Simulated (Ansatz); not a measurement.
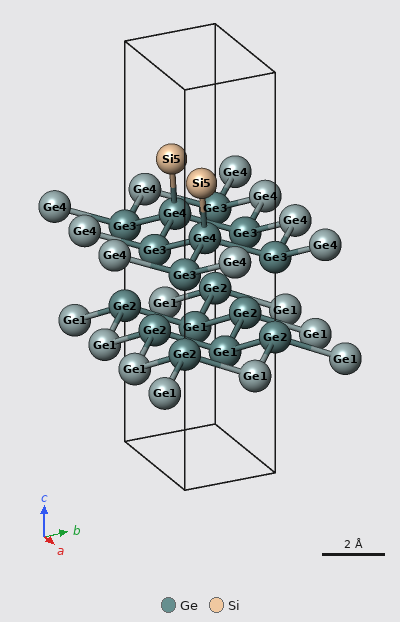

*The structure as given in the input (ball-and-stick view of the 2 × 1 repeat of the cell, with the vacuum cut short, seen slightly off an axis; neighbours outside the cell are drawn fainter; atoms are numbered from 1 in the order of the input). An atom can appear more than once, as a periodic image.*

## Geometry relaxation, with input and output: Ge₄Si

The run: geometry relaxation of Ge₄Si (slab, 5 atoms in the cell). Method and program: DFT PBE, scalar-relativistic, plane waves, PAW, PAW set soft_1, no spin polarisation (Ansatz 0.2.0).

The structure derives from an entry of the Crystallography Open Database. The input holds or restrains some coordinates. Forces given for the steps count only the free coordinates. Figures and captions count atoms from 1; the log counts them from 0 in places.

Log
```
Engine: ansatz 0.2.0, aarch64-unknown-linux-gnu
Pseudopotentials: kind: paw
Pseudopotential: Ge, paw, valence charge 14, recommended cutoff 420 eV (normal), [file]
Pseudopotential: Si, paw, valence charge 4, recommended cutoff 420 eV (normal), [file]
Functional definition: PBE
  parameter kappa = 0.804
  parameter beta = 0.06672455060314922
  exchange = pbe_x(kappa = kappa, mu = beta*pi^2/3)
  correlation = pbe_c(beta = beta)
Crystal: 5 atoms, lattice volume = 283.752 Å³
Basis set: ecut = 420 eV, 5537 PW (Γ), exchange–correlation on 60×60×270 points (8 copies of the dense FFT grid, shifted against one another)
Bands: 36, of which v1, the nominal top of the filled ones, is band 30 counted from 1 (29 counted from 0)
Symmetry: 1 space group operations
Space group: P1 (ITA 1), of the structure as read, at distance tolerance 6.6e-5 Å
k-points: 41 of 81 (time reversal used)
Non-local potential: Ge, projectors of the file, l = 0: 2, l = 1: 2, l = 2: 3, l = 3: 1
Non-local potential: Si, projectors of the file, l = 0: 2, l = 1: 2, l = 2: 1
PAW form: soft (Blöchl's): semilocal exchange-correlation on the pseudo side does not see the compensation charge
PAW one-centre angular grid: Ge, 590 points (default); XC on 64 Gauss nodes
PAW one-centre angular grid: Si, 110 points (default); XC on 64 Gauss nodes
Initial density: superposition of atomic densities (neutral atoms: chi_scale 0, normalization atom)
Initial wavefunctions: pseudopotential atomic-orbital guess
Functional: x = pbe(κ = 0.804, μ = 0.2195149727645171), c = pbe(β = 0.06672455060314922)
SCF iter   1: F=—  HF=-17812.770834 eV  |F-HF|=—  |Δ(HF+E_count)|=         —  Δρ=1.98e-2  dr2=3.47e0  ethr=3.10e-3  p=-0.000 e·Å  D=-1.38e-6 V/Å  ΔV_dip=0.00 eV  dr2_dipole=1.16e0  V_vac-E_F(+/−)=5.61/5.61 eV  ⟨swp⟩=7.4  Hψ=6461  notcnv=0
efield: sawtooth ramp at fractional position 0.8421 (placed from the atoms, in the widest stretch of the axis that holds none; the zero of the levels goes with the place), width 0.0400; the density the first Hamiltonian is built on has a dipole p = -0.000 e·Å; the dipole correction subtracts the counter field D = -1.38e-6 V/Å, which shifts the + side's vacuum level by +0.00 eV against the − side's; the planar-averaged density in the ramp window peaks in size at 1.4e-6 e/Å³
preconditioner: auto → LDOS  [metal: Δε(μ)=0.021 eV  Ē_g=7.381 eV  σ=0.100 eV  W_gap=0.12  n_scr=54 (ndim 8)  ℏωp=9.9 eV  f_vac=0.505  D(μ)=2.52/eV (n_scr^D=6)  β→1.0]
SCF iter   2: F=—  HF=-17812.469863 eV  |F-HF|=—  |Δ(HF+E_count)|=   3.01e-1  Δρ=5.59e-3  dr2=3.84e-1  ethr=3.10e-3  p=0.048 e·Å  D=3.08e-2 V/Å  ΔV_dip=-0.61 eV  dr2_dipole=2.19e-1  V_vac-E_F(+/−)=4.40/5.01 eV  ⟨swp⟩=3.0  Hψ=2289  notcnv=0  defer=53
SCF iter   3: F=—  HF=-17812.451272 eV  |F-HF|=—  |Δ(HF+E_count)|=   1.86e-2  Δρ=1.86e-3  dr2=3.89e-2  ethr=6.40e-4  p=0.014 e·Å  D=8.96e-3 V/Å  ΔV_dip=-0.18 eV  dr2_dipole=1.07e-2  V_vac-E_F(+/−)=4.71/4.89 eV  ⟨swp⟩=2.5  Hψ=1982  notcnv=0  defer=53
SCF iter   4: F=—  HF=-17812.446550 eV  |F-HF|=—  |Δ(HF+E_count)|=   4.72e-3  Δρ=4.95e-4  dr2=1.85e-3  ethr=6.48e-5  p=0.013 e·Å  D=8.48e-3 V/Å  ΔV_dip=-0.17 eV  dr2_dipole=8.85e-5  V_vac-E_F(+/−)=4.63/4.80 eV  ⟨swp⟩=3.0  Hψ=2999  notcnv=0  defer=51
SCF iter   5: F=—  HF=-17812.446439 eV  |F-HF|=—  |Δ(HF+E_count)|=   1.10e-4  Δρ=2.18e-4  dr2=1.83e-4  ethr=3.08e-6  p=0.012 e·Å  D=7.36e-3 V/Å  ΔV_dip=-0.15 eV  dr2_dipole=6.49e-5  V_vac-E_F(+/−)=4.62/4.76 eV  ⟨swp⟩=2.0  Hψ=2673  notcnv=0  defer=51
SCF iter   6: F=—  HF=-17812.446361 eV  |F-HF|=—  |Δ(HF+E_count)|=   7.82e-5  Δρ=6.15e-5  dr2=2.66e-5  ethr=3.04e-7  p=0.010 e·Å  D=6.41e-3 V/Å  ΔV_dip=-0.13 eV  dr2_dipole=1.19e-5  V_vac-E_F(+/−)=4.62/4.75 eV  ⟨swp⟩=2.0  Hψ=2656  notcnv=0  defer=51
SCF iter   7: F=-17812.446365 eV  HF=-17812.446366 eV  |F-HF|=9.02e-7  |Δ(HF+E_count)|=   4.28e-6  Δρ=2.14e-5  dr2=2.36e-6  ethr=2.60e-8  p=0.009 e·Å  D=5.86e-3 V/Å  ΔV_dip=-0.12 eV  dr2_dipole=1.06e-9  V_vac-E_F(+/−)=4.62/4.74 eV  ⟨swp⟩=13.5  Hψ=7245  notcnv=0
SCF 1 converged in 7 iterations: F = -17812.446365 eV  dr2 = 2.36e-6
  greatest PAW one-centre occupation: 0.998 electrons in one spin orbital (limit 2), on the Ge atom at site 0 (counted from 0), in its partial waves of l = 2
relax step   1: F+E_penalty+E_count = -17812.44636468 eV  Δ(F+E_penalty+E_count) = +0.000e0 eV  max|allowed force component| = 8.320e-2 eV/Å  Δτ_max = 0.0000 Å  (7 SCF iters, dr2 threshold 1.56e-5 eV, accepted)
Initial density: handed on by an earlier stage of this run
Initial wavefunctions: those handed on with the density
iter 1 solved again at ethr=5.28e-7 eV; its pass at ethr=3.10e-3 eV (dr2=3.17e-4 eV) is discarded
SCF iter   1: F=—  HF=-17812.446947 eV  |F-HF|=—  |Δ(HF+E_count)|=         —  Δρ=1.88e-4  dr2=3.28e-4  ethr=5.28e-7  p=0.009 e·Å  D=5.86e-3 V/Å  ΔV_dip=-0.12 eV  dr2_dipole=8.37e-5  V_vac-E_F(+/−)=4.62/4.73 eV  ⟨swp⟩=2.0  Hψ=4189  notcnv=0  defer=31
efield: sawtooth ramp at fractional position 0.8421 (handed on by an earlier solve), width 0.0400; the density the first Hamiltonian is built on has a dipole p = 0.009 e·Å; the dipole correction subtracts the counter field D = 5.86e-3 V/Å, which shifts the + side's vacuum level by -0.12 eV against the − side's; the planar-averaged density in the ramp window peaks in size at 1.8e-6 e/Å³
preconditioner: auto → LDOS  [metal: Δε(μ)=0.034 eV  Ē_g=7.195 eV  σ=0.100 eV  W_gap=0.19  n_scr=54 (ndim 8)  ℏωp=9.9 eV  f_vac=0.515  D(μ)=2.95/eV (n_scr^D=8)  β→1.0]
SCF iter   2: F=—  HF=-17812.446913 eV  |F-HF|=—  |Δ(HF+E_count)|=   3.34e-5  Δρ=6.86e-5  dr2=4.06e-5  ethr=5.28e-7  p=0.009 e·Å  D=5.76e-3 V/Å  ΔV_dip=-0.11 eV  dr2_dipole=1.19e-5  V_vac-E_F(+/−)=4.62/4.73 eV  ⟨swp⟩=2.0  Hψ=1800  notcnv=0  defer=31
SCF iter   3: F=—  HF=-17812.446954 eV  |F-HF|=—  |Δ(HF+E_count)|=   4.09e-5  Δρ=1.87e-5  dr2=2.21e-6  ethr=6.76e-8  p=0.009 e·Å  D=5.66e-3 V/Å  ΔV_dip=-0.11 eV  dr2_dipole=1.84e-8  V_vac-E_F(+/−)=4.62/4.73 eV  ⟨swp⟩=3.0  Hψ=2522  notcnv=0  defer=31
SCF iter   4: F=—  HF=-17812.446954 eV  |F-HF|=—  |Δ(HF+E_count)|=   6.16e-8  Δρ=7.39e-6  dr2=2.04e-7  ethr=3.69e-9  p=0.009 e·Å  D=5.59e-3 V/Å  ΔV_dip=-0.11 eV  dr2_dipole=1.86e-8  V_vac-E_F(+/−)=4.62/4.73 eV  ⟨swp⟩=2.0  Hψ=2264  notcnv=0  defer=31
SCF iter   5: F=-17812.446954 eV  HF=-17812.446954 eV  |F-HF|=3.07e-9  |Δ(HF+E_count)|=   2.78e-8  Δρ=2.66e-6  dr2=3.39e-8  ethr=1.67e-10  p=0.009 e·Å  D=5.57e-3 V/Å  ΔV_dip=-0.11 eV  dr2_dipole=9.96e-11  V_vac-E_F(+/−)=4.62/4.73 eV  ⟨swp⟩=10.7  Hψ=6252  notcnv=0
SCF 2 converged in 5 iterations: F = -17812.446954 eV  dr2 = 3.39e-8
relax step   2: F+E_penalty+E_count = -17812.44695398 eV  Δ(F+E_penalty+E_count) = -5.893e-4 eV  max|allowed force component| = 2.950e-2 eV/Å  Δτ_max = 0.0105 Å  (5 SCF iters, accepted)
SCF iter   1: F=—  HF=-17812.447008 eV  |F-HF|=—  |Δ(HF+E_count)|=         —  Δρ=1.02e-4  dr2=8.89e-5  ethr=1.71e-6  p=0.009 e·Å  D=5.57e-3 V/Å  ΔV_dip=-0.11 eV  dr2_dipole=2.25e-5  V_vac-E_F(+/−)=4.61/4.72 eV  ⟨swp⟩=2.0  Hψ=2545  notcnv=0  defer=4
efield: sawtooth ramp at fractional position 0.8421 (handed on by an earlier solve), width 0.0400; the density the first Hamiltonian is built on has a dipole p = 0.009 e·Å; the dipole correction subtracts the counter field D = 5.57e-3 V/Å, which shifts the + side's vacuum level by -0.11 eV against the − side's; the planar-averaged density in the ramp window peaks in size at 1.9e-6 e/Å³
preconditioner: auto → LDOS  [metal: Δε(μ)=0.034 eV  Ē_g=7.191 eV  σ=0.100 eV  W_gap=0.19  n_scr=54 (ndim 8)  ℏωp=9.9 eV  f_vac=0.514  D(μ)=2.96/eV (n_scr^D=8)  β→1.0]
SCF iter   2: F=—  HF=-17812.447042 eV  |F-HF|=—  |Δ(HF+E_count)|=   3.38e-5  Δρ=3.47e-5  dr2=1.07e-5  ethr=1.48e-7  p=0.009 e·Å  D=5.58e-3 V/Å  ΔV_dip=-0.11 eV  dr2_dipole=3.32e-6  V_vac-E_F(+/−)=4.61/4.72 eV  ⟨swp⟩=2.0  Hψ=2060  notcnv=0  defer=4
SCF iter   3: F=—  HF=-17812.447041 eV  |F-HF|=—  |Δ(HF+E_count)|=   5.93e-7  Δρ=9.35e-6  dr2=4.86e-7  ethr=1.79e-8  p=0.009 e·Å  D=5.53e-3 V/Å  ΔV_dip=-0.11 eV  dr2_dipole=6.21e-10  V_vac-E_F(+/−)=4.62/4.72 eV  ⟨swp⟩=2.0  Hψ=1827  notcnv=0  defer=4
SCF iter   4: F=-17812.447041 eV  HF=-17812.447041 eV  |F-HF|=1.87e-8  |Δ(HF+E_count)|=   1.05e-7  Δρ=3.76e-6  dr2=6.43e-8  ethr=1.67e-10  p=0.009 e·Å  D=5.50e-3 V/Å  ΔV_dip=-0.11 eV  dr2_dipole=3.14e-9  V_vac-E_F(+/−)=4.62/4.72 eV  ⟨swp⟩=10.4  Hψ=7038  notcnv=0
SCF 3 converged in 4 iterations: F = -17812.447041 eV  dr2 = 6.43e-8
relax step   3: F+E_penalty+E_count = -17812.44704146 eV  Δ(F+E_penalty+E_count) = -8.748e-5 eV  max|allowed force component| = 4.426e-4 eV/Å  Δτ_max = 0.0059 Å  (4 SCF iters, accepted)
```

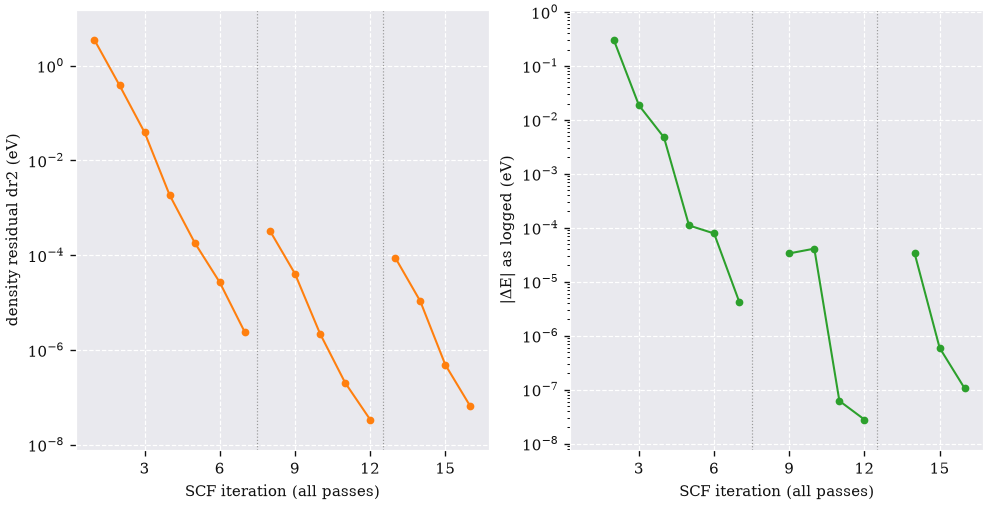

*Convergence of the self-consistent field: density residual dr2 and size of the energy change against the SCF iteration. The dotted lines part the SCF passes of the relaxation: geometry steps, rejected trials and re-solves on a re-selected basis.*

The passes take 7, 5 and 4 iterations.

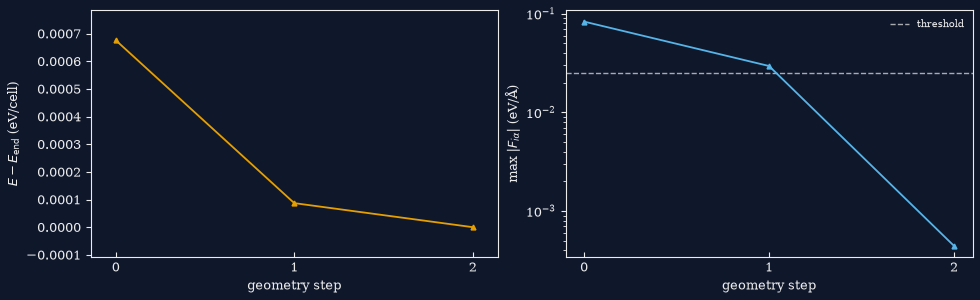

*Progress of the restrained relaxation, step by step (the first geometry is step 0 here and step 1 in the log).*

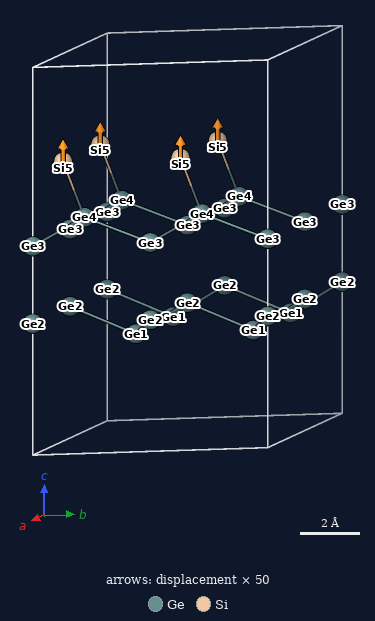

*The starting structure with the displacements as orange arrows, magnified 50 times (ball-and-stick view of the 2 × 2 repeat of the cell, with the vacuum cut short, seen slightly off an axis).*

Over 2 geometry steps the energy falls by 0.7 meV per cell of the calculation. The largest force component goes from 0.083 to 0.00044 eV/Å. The atom that moves furthest is Si5 (0.016 Å). Ge stays in place. The cell doesn't change. Among the contacts that change: Ge4–Si5 2.379 → 2.393 Å. (Atoms are counted from 1 in the order of the input.)

```
SCF converged after 4 iterations
Free energy (F): -17812.447041 eV
Harris-Foulkes:  -17812.447041 eV  (|F-HF|=1.87e-8)
Internal energy: -17812.432233 eV  (E = F + TS)
E sigma→0 (E₀):  -17812.439637 eV
Entropy (-TS):   -0.014809 eV (-2.962 meV/atom)
Fermi energy:    0.259676 eV
Dipole field:    D = 0.005436 V/Å  (p = 0.008525 e·Å, saw-weighted, corrected)
Work function:   Φ+ = 4.6162 eV   Φ− = 4.7235 eV
Levels:          The Fermi level and band energies are counted from a zero that moves with the ramp; work functions are not
--- Per-component energies (eV) ---
  E_band       = -1054.859846
  E_kinetic    = 402.024323
  E_local      = -40204.403964  (includes V_loc(G=0)·N_el)
  E_nonlocal   = 887.823358
  E_hartree    = 19657.772074
  E_xc         = -338.805338
  E_vxc        = -301.800818  (∫ρ·V_xc dr)
  E_paw        = -8556.897900  (= ΣΔE_a)
  E_vpaw       = -1154.297687  (= ΣTr[D̂ρ^β])
  E_aug_tail   = 0.000118  (compensation charges beyond the density's cutoff)
  E_efield     = 0.000023  (sawtooth field / dipole correction)
  E_vefield    = 0.238337  (∫n·V_field dr)
  E_ewald      = 10340.055071
  E_smearing   = -0.014809  (= −TS)
  E_closure    = -0.000000  (closes the sum)
  Σ components = -17812.447041   (vs F -17812.447041, Δ=0.00e0)
--- Forces (eV/Å), atoms counted from 1 ---
  atom   1  Ge    -0.05157033     0.03141977     0.28038042
  atom   2  Ge    -0.02437880     0.02975749    -0.23141610
  atom   3  Ge     0.23564222    -0.15237012    -0.64167143
  atom   4  Ge    -0.27643404     0.19577087     0.59229690
  atom   5  Si     0.11675284    -0.10458461     0.00044256
  max |Σ_I F_I| component: 3.23e-5 eV/Å
--- Band table (eV; the first three rows and the last of 41) ---
  k-point 0: bands = ["-24.4818", "-24.4613", "-24.4278", "-24.4237", "-24.4075", "-24.2303", "-24.2176", "-24.2034", "-24.1955", "-24.1592", "-23.9985", "-23.9953", "-23.9647", "-23.9427", "-23.9369", "-23.8151", "-23.7464", "-23.7422", "-23.7161", "-23.7124", "-11.6993", "-10.4940", "-7.3337", "-4.5034", "-2.2482", "-1.0231", "-0.6246", "-0.0479", "0.2126", "0.2462", "1.0443", "1.2317", "1.8618", "2.6670", "3.3938", "4.0243"]
  k-point 1: bands = ["-24.4848", "-24.4637", "-24.4324", "-24.4164", "-24.4028", "-24.2367", "-24.2170", "-24.2035", "-24.1926", "-24.1572", "-23.9999", "-23.9966", "-23.9673", "-23.9377", "-23.9329", "-23.8127", "-23.7532", "-23.7492", "-23.7119", "-23.7076", "-11.5740", "-10.3662", "-7.2629", "-4.5548", "-2.7158", "-1.7766", "-1.1757", "-0.6509", "-0.0332", "0.7087", "0.9617", "1.7600", "2.2692", "2.7740", "3.4335", "3.9477"]
  k-point 2: bands = ["-24.4899", "-24.4679", "-24.4356", "-24.4095", "-24.3944", "-24.2436", "-24.2206", "-24.2027", "-24.1852", "-24.1546", "-24.0019", "-23.9984", "-23.9715", "-23.9305", "-23.9244", "-23.8052", "-23.7651", "-23.7615", "-23.7098", "-23.6976", "-11.2072", "-9.9913", "-7.1036", "-4.9658", "-3.9993", "-2.5377", "-1.7136", "-0.9482", "-0.5100", "0.1969", "0.7069", "1.5436", "2.4154", "2.9500", "3.7638", "4.4624"]
  k-point 40: bands = ["-24.4956", "-24.4691", "-24.4420", "-24.4087", "-24.3819", "-24.2438", "-24.2246", "-24.2035", "-24.1819", "-24.1481", "-24.0035", "-23.9960", "-23.9780", "-23.9286", "-23.9106", "-23.7860", "-23.7795", "-23.7728", "-23.7265", "-23.6791", "-10.2074", "-9.0011", "-7.3699", "-6.2993", "-5.6486", "-2.6871", "-2.4512", "-1.8499", "-1.3606", "-0.2545", "0.5350", "1.2616", "2.6343", "2.8812", "3.2886", "4.4602"]
--- Relaxed structure (3 steps of the walk, 3 accepted, 0 SCFs on fresh bases) ---
  F+E_penalty+E_count = -17812.44704146 eV   max|allowed force component| = 4.426e-4 eV/Å
  atoms:
    - { symbol: Ge, position: [0.3333333333, 0.6666666667000001, 0.20263095439999998] }
    - { symbol: Ge, position: [0.0, 0.0, 0.24475858] }
    - { symbol: Ge, position: [0.0, 0.0, 0.3792011874] }
    - { symbol: Ge, position: [0.6666666667000001, 0.33333333330000003, 0.4174360061] }
    - { symbol: Si, position: [0.8888888889000002, 1.2222222222000003, 0.5224128696288] }
```

Trajectory as extended XYZ (Å, eV, eV/Å), 3 frames, from step=1 to step=3
```
5
Lattice="4.0741 0.0000 0.0000 -2.0370 3.5282 0.0000 0.0000 0.0000 19.7403" Properties=species:S:1:pos:R:3:forces:R:3 step=1 energy=-17812.44636
Ge    0.0000    2.3522    4.0000   -0.0496   0.0300   0.2752
Ge    0.0000    0.0000    4.8316   -0.0303   0.0323  -0.2264
Ge    0.0000    0.0000    7.4856    0.2470  -0.1554  -0.6576
Ge    2.0370    1.1761    8.2403   -0.3307   0.2150   0.5256
Si    1.1317    4.3123   10.2963    0.1636  -0.1217   0.0832
5
Lattice="4.0741 0.0000 0.0000 -2.0370 3.5282 0.0000 0.0000 0.0000 19.7403" Properties=species:S:1:pos:R:3:forces:R:3 step=2 energy=-17812.44695
Ge    0.0000    2.3522    4.0000   -0.0509   0.0309   0.2785
Ge    0.0000    0.0000    4.8316   -0.0265   0.0307  -0.2296
Ge    0.0000    0.0000    7.4856    0.2397  -0.1535  -0.6474
Ge    2.0370    1.1761    8.2403   -0.2956   0.2026   0.5690
Si    1.1317    4.3123   10.3067    0.1332  -0.1106   0.0295
5
Lattice="4.0741 0.0000 0.0000 -2.0370 3.5282 0.0000 0.0000 0.0000 19.7403" Properties=species:S:1:pos:R:3:forces:R:3 step=3 energy=-17812.44704
Ge    0.0000    2.3522    4.0000   -0.0516   0.0314   0.2804
Ge    0.0000    0.0000    4.8316   -0.0244   0.0298  -0.2314
Ge    0.0000    0.0000    7.4856    0.2356  -0.1524  -0.6417
Ge    2.0370    1.1761    8.2403   -0.2764   0.1958   0.5923
Si    1.1317    4.3123   10.3126    0.1168  -0.1046   0.0004
```

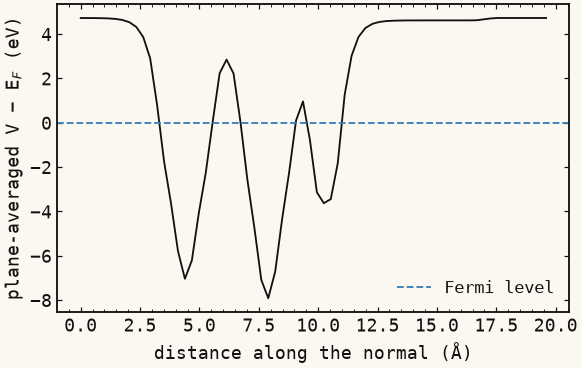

*Plane average of the electrostatic potential energy of an electron across the cell, from the Fermi level.*

The vacuum level lies 4.62 eV above the Fermi level on the upper side and 4.72 eV on the lower.

This output came from the following input.

Input file
```yaml
crystal:
  lattice:
    - [4.0740542171, 0.0, 0.0]
    - [-2.0370271085, 3.5282344484, 0.0]
    - [0.0, 0.0, 19.7403205846]
  atoms:
    - { symbol: Ge, position: [0.3333333333, 0.6666666667, 0.2026309544] }
    - { symbol: Ge, position: [0.0, 0.0, 0.24475858] }
    - { symbol: Ge, position: [0.0, 0.0, 0.3792011874] }
    - { symbol: Ge, position: [0.6666666667, 0.3333333333, 0.4174360061] }
    - { symbol: Si, position: [0.8888888889, 1.2222222222, 0.5215853585] }
basis:
  ecutwfc: 420
kpoints:
  mp_grid: { grid: [9, 9, 1] }
hamiltonian:
  xc: pbe
  pseudopotentials: { kind: paw, azcp: { folder: soft_1 } }
scf:
  occupations: { method: gaussian, width: 0.1 }
output:
  forces: true
  eigenvalues: true
relax:
  adjacent_minimum: "off"
  f_tol: 0.025
  max_steps: 16
  constraints: [{ sites: [0, 1, 2, 3] }, { sites: [4], fix: xy }]
efield:
  axis: 3
  dipole_correction: true
  ramp_width: 0.04
```

Launch command:
```bash
ansatz run input.yaml --threads 2 --pin off --max-ram 6144MiB --backend cpu --events-out ev --progress --plain --runs-dir out
```

Summary

```tsv
quantity	value
outcome	converged under the restraints of the input
electrons treated	60
free energy	−17812.4470 eV
work function, top face	4.62 eV
work function, bottom face	4.72 eV
Fermi energy	0.260 eV
gap on the k-point mesh	none (metallic)
final volume	283.75 Å³
work function (upper face)	4.62 eV
largest force (length of the vector) at the end, held atoms and coordinates included	0.700 eV/Å
hardware	2 threads of Arm Neoverse N1, 98 GiB of memory available, shared host
wall time	96 s (CPU time 3.1 min)
peak memory	0.66 GiB
```
